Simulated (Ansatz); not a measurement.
# BP: phonon calculation

System: BP (Pm-3m, 2 atoms in the cell).
Method: DFT LDA, scalar-relativistic, plane waves, PAW, no spin polarisation (Ansatz 0.2.0).

It belongs to a series of runs on one base structure; here: zone-centre phonons and field response at this volume. Figures and captions count atoms from 1; the log counts them from 0 in places.

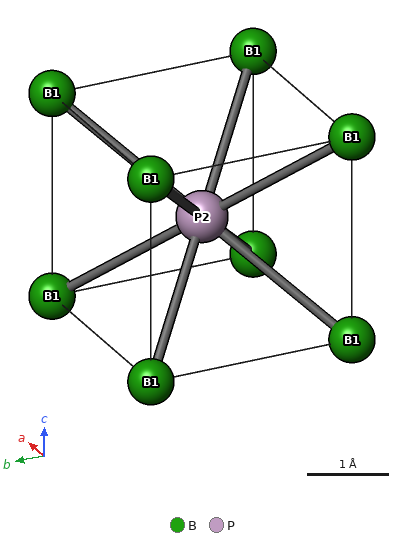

Figure 1. The structure (ball-and-stick view of the cell of the calculation, seen at an oblique angle; atoms are numbered from 1 in the order of the input).

## Input
```yaml
crystal:
  lattice:
    - [2.774, 0.0, 0.0]
    - [0.0, 2.774, 0.0]
    - [0.0, 0.0, 2.774]
  atoms:
    - { symbol: B, position: [0.0, 0.0, 0.0] }
    - { symbol: P, position: [0.5, 0.5, 0.5] }
basis:
  ecutwfc: 420
kpoints:
  mp_grid: { grid: [16, 16, 16] }
hamiltonian:
  xc: lda
scf:
  occupations: { method: fermi_dirac, width: 0.15 }
output:
  eigenvalues: true
phonons:
  method: dfpt
  eigenvectors: true
```

Run on 1 thread of Intel Xeon @ 2.50GHz (Skylake/Cascade Lake), 189 GiB of memory available, shared host.

Launched with:
```bash
ansatz run input.yaml --threads 1 --pin off --max-ram 2560MiB --backend cpu --events-out ev --progress --plain --runs-dir out
```

## What the program printed
```
Engine: ansatz 0.2.0, x86_64-unknown-linux-gnu
Pseudopotentials: kind: paw
Pseudopotential: B, paw, valence charge 3, recommended cutoff 420 eV (normal), B.paw.azcp
Pseudopotential: P, paw, valence charge 5, recommended cutoff 420 eV (normal), P.paw.azcp
Functional definition: SPW92
  exchange = slater_x
  correlation = pw_c
Crystal: 2 atoms, lattice volume = 21.346 Å³
Basis set: ecut = 420 eV, 437 PW (Γ), exchange–correlation on 40×40×40 points (8 copies of the dense FFT grid, shifted against one another)
Bands: 8, of which v1, the nominal top of the filled ones, is band 4 counted from 1 (3 counted from 0)
Symmetry: 48 space group operations
k-points: 405 of 4096 (irreducible under 8 space group operations, time reversal used)
Non-local potential: B, projectors of the file, l = 0: 2, l = 1: 2, l = 2: 1
Non-local potential: P, projectors of the file, l = 0: 2, l = 1: 2, l = 2: 2
PAW form: soft (Blöchl's): semilocal exchange-correlation on the pseudo side does not see the compensation charge
PAW frozen core: B, regenerated for the run's functional, and the local potential with it (the file was generated under x = pbe(κ = 0.804, μ = 0.2195149727645171), c = pbe(β = 0.06672455060314922))
PAW frozen core: P, regenerated for the run's functional, and the local potential with it (the file was generated under x = pbe(κ = 0.804, μ = 0.2195149727645171), c = pbe(β = 0.06672455060314922))
PAW one-centre angular grid: B, 110 points (default); XC on 64 Gauss nodes
PAW one-centre angular grid: P, 110 points (default); XC on 64 Gauss nodes
Initial density: superposition of atomic densities (neutral atoms: chi_scale 0, normalization atom), corrected by the library's trained network
Initial wavefunctions: pseudopotential atomic-orbital guess
Functional: x = slater, c = lda
SCF iter   1: F=—  HF=-872.955001 eV  |F-HF|=—  |Δ(HF+E_count)|=         —  Δρ=5.40e-3  dr2=7.25e-3  ethr=1.77e-3  ⟨swp⟩=5.8  Hψ=58267  notcnv=0  defer=92
automatic band count: the SCF goes on with 12 bands, as 8 were too few: the levels above may hold too much charge
preconditioner: auto → none  [metal: Δε(μ)=0.047 eV  Ē_g=15.779 eV  σ=0.150 eV  W_gap=0.08  n_scr=6 (ndim 8)  ℏωp=22.7 eV  f_vac=0.000  D(μ)=0.84/eV (n_scr^D=6)  sad-step TF]
SCF iter   2: F=—  HF=-872.953134 eV  |F-HF|=—  |Δ(HF+E_count)|=   1.87e-3  Δρ=3.18e-3  dr2=2.78e-3  ethr=9.06e-5  ⟨swp⟩=1.0  Hψ=8103  notcnv=0  defer=89
SCF iter   3: F=—  HF=-872.952140 eV  |F-HF|=—  |Δ(HF+E_count)|=   9.94e-4  Δρ=3.27e-4  dr2=2.92e-5  ethr=3.48e-5  ⟨swp⟩=2.0  Hψ=5633  notcnv=0  defer=89
SCF iter   4: F=—  HF=-872.952130 eV  |F-HF|=—  |Δ(HF+E_count)|=   9.67e-6  Δρ=3.87e-5  dr2=1.92e-7  ethr=3.65e-7  ⟨swp⟩=1.9  Hψ=5124  notcnv=0  defer=89
SCF iter   5: F=—  HF=-872.952130 eV  |F-HF|=—  |Δ(HF+E_count)|=   6.92e-9  Δρ=2.09e-6  dr2=6.48e-10  ethr=2.40e-9  ⟨swp⟩=2.5  Hψ=5870  notcnv=0  defer=89
SCF iter   6: F=-872.952130 eV  HF=-872.952130 eV  |F-HF|=0.00e0  |Δ(HF+E_count)|=  1.77e-10  Δρ=5.93e-8  dr2=3.55e-13  ethr=1.00e-12  ⟨swp⟩=7.7  Hψ=25210  notcnv=0
SCF 1 converged in 6 iterations: F = -872.952130 eV  dr2 = 3.55e-13
  greatest PAW one-centre occupation: 0.825 electrons in one spin orbital (limit 2), on the P atom at site 1 (counted from 0), in its partial waves of l = 0
```

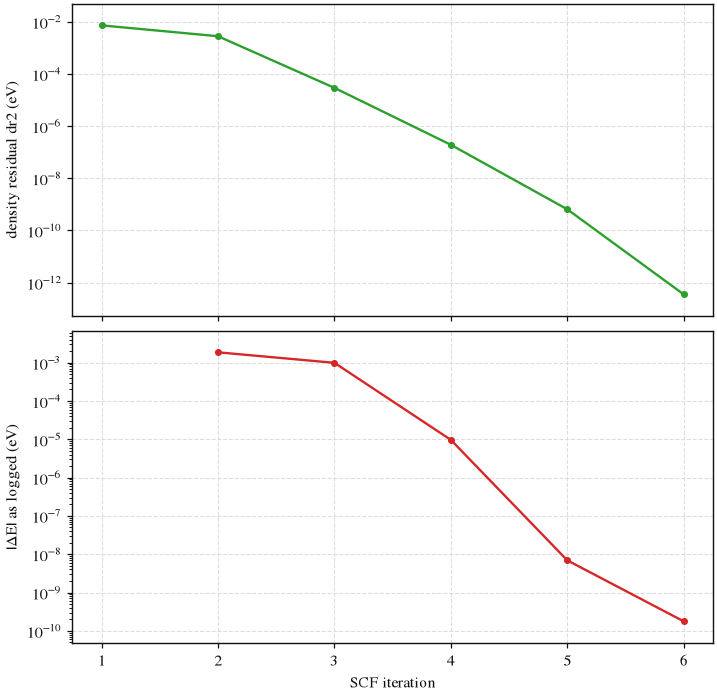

Figure 2. Convergence of the self-consistent field: density residual dr2 and size of the energy change against the SCF iteration. The residual falls at every step.

```
DFPT response loops at Γ: preconditioner auto → Kerker (q_TF=auto, 2.317 Å⁻¹) (partly filled bands, converged f_vac=0.000); β = 1.00, the filter's whole step (`scf.mixing.beta` (0.50) is not read by the response loops under this deck's `scf.mixing.preconditioner`; to damp them name `kerker` or `kerker_dos`, under which they read `scf.mixing.beta`, and type it under 1.00, their step now; both keys bind the ground state too); Broyden in place of MSR1
SCF converged after 6 iterations
Free energy (F): -872.952130 eV
Harris-Foulkes:  -872.952130 eV  (|F-HF|=0.00e0)
Internal energy: -872.889539 eV  (E = F + TS)
E sigma→0 (E₀):  -872.920835 eV
Entropy (-TS):   -0.062591 eV (-31.296 meV/atom)
Fermi energy:    11.066352 eV
--- Per-component energies (eV) ---
  E_band       = 38.167953
  E_kinetic    = 112.702862
  E_local      = -19.881162  (includes V_loc(G=0)·N_el)
  E_nonlocal   = 48.110161
  E_hartree    = 2.871512
  E_xc         = -92.114161
  E_vxc        = -97.679450  (∫ρ·V_xc dr)
  E_paw        = -611.920298  (= ΣΔE_a)
  E_vpaw       = -10.827483  (= ΣTr[D̂ρ^β])
  E_aug_tail   = 0.000001  (compensation charges beyond the density's cutoff)
  E_ewald      = -312.821639
  E_core_change = 0.163186  (= ΣΔE_core)
  E_smearing   = -0.062591  (= −TS)
  E_closure    = 0.000000  (closes the sum)
  Σ components = -872.952130   (vs F -872.952130, Δ=0.00e0)
--- Band table (eV; the first three rows and the last of 405) ---
  k-point 0: bands = ["-5.3487", "10.0263", "10.0263", "10.0263", "12.5691", "15.6415", "15.6415", "21.0176", "21.0176", "21.0176", "28.1219", "28.1219"]
  k-point 1: bands = ["-5.2812", "9.2592", "10.0907", "10.0907", "12.8625", "15.7081", "16.2562", "20.8088", "20.8088", "20.8882", "28.1087", "28.1087"]
  k-point 2: bands = ["-5.0793", "7.7778", "10.2835", "10.2835", "13.2302", "15.9066", "17.7647", "20.2206", "20.2206", "20.5487", "28.1088", "28.1088"]
  k-point 404: bands = ["5.0677", "7.5420", "7.5420", "7.5420", "8.3279", "8.3279", "8.3279", "9.4193", "30.5108", "30.5108", "30.5108", "34.2693"]
--- Phonons (Γ-DFPT): 2 representative perturbations + reference, on 405 of 4096 k-points (Σ response iterations 5) ---
  k mesh reduced under 8 symmetry operations, with k and −k counted as one. Each operation leaves every solved perturbation unchanged. A smaller set is not used because it would not reduce the number of displacements times k-points to solve
  ASR residual: 8.579e-5 → 0.000e0 eV/Å²; symmetrization residual: 1.471e-7 eV/Å²
  ASR residual per site (eV/Å²): 8.58e-5 6.12e-5
  Γ frequencies (cm⁻¹): -292.41 -292.41 -292.41 0.00 0.00 0.00
  non-analytic LO–TO correction: not included (Born effective charges unavailable; polar crystals: no LO–TO splitting at Γ)
```

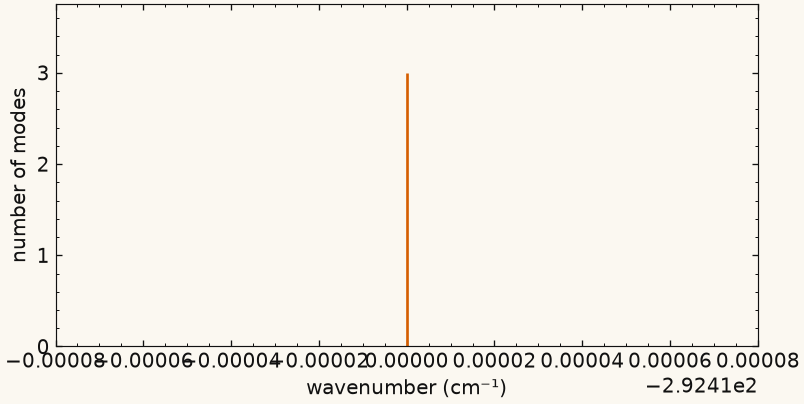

Figure 3. Optical phonons at the zone centre (no LO–TO term); neighbouring modes closer than 3 cm⁻¹ are counted in one stick, and imaginary ones are drawn at negative wavenumbers. 3 modes from 292i to 292i cm⁻¹, 3 imaginary beyond 8i (292i, 292i, 292i cm⁻¹): the structure is unstable at the zone centre.

## Results in brief

| quantity | value |
| --- | --- |
| outcome | converged |
| space group (tolerance 0.01 Å) | Pm-3m (221) |
| electrons treated | 8 |
| free energy | −872.9521 eV |
| Fermi energy | 11.066 eV |
| gap on the k-point mesh | none (metallic) |
| wall time | 32 s |
| peak memory | 0.55 GiB |

## Notes

Results for this metal are sensitive to the k-point mesh.
